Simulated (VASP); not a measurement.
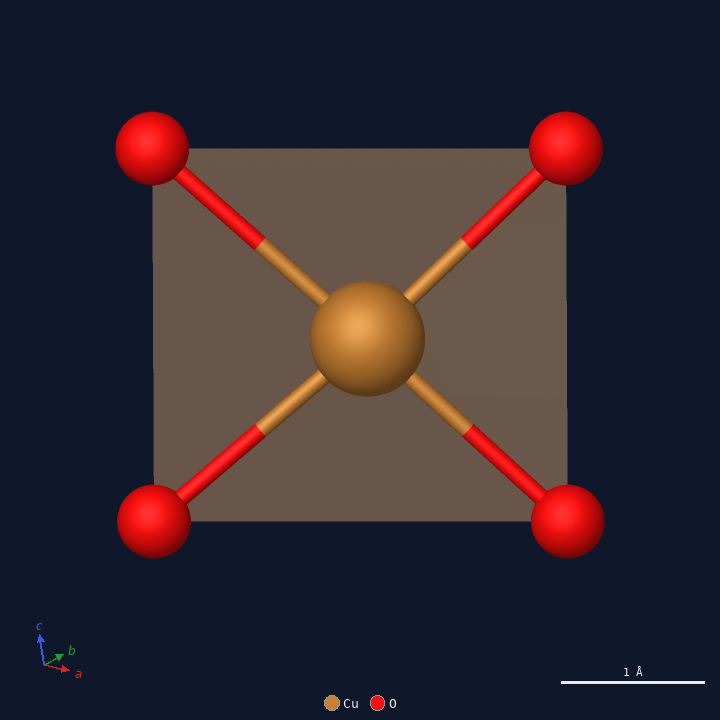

Coordination of Cu in CuO (Cc). The shape measure S (0 to 100) is the computed least-squares distance from an ideal polyhedron; S = 0 means ideal. Source: an entry of the Crystallography Open Database, as set up for an electronic-structure calculation.

### Name the coordination polyhedron and say how regular it is.

CuO4: a slightly distorted square plane (coordination number 4, S = 0.27; next best see-saw, S = 19.1).

### How long are the bonds?

1 × Cu–O 1.91 Å, 1 × Cu–O 1.93 Å, 1 × Cu–O 1.98 Å and 1 × Cu–O 2.02 Å. The next neighbour, not counted, lies at 2.78 Å.
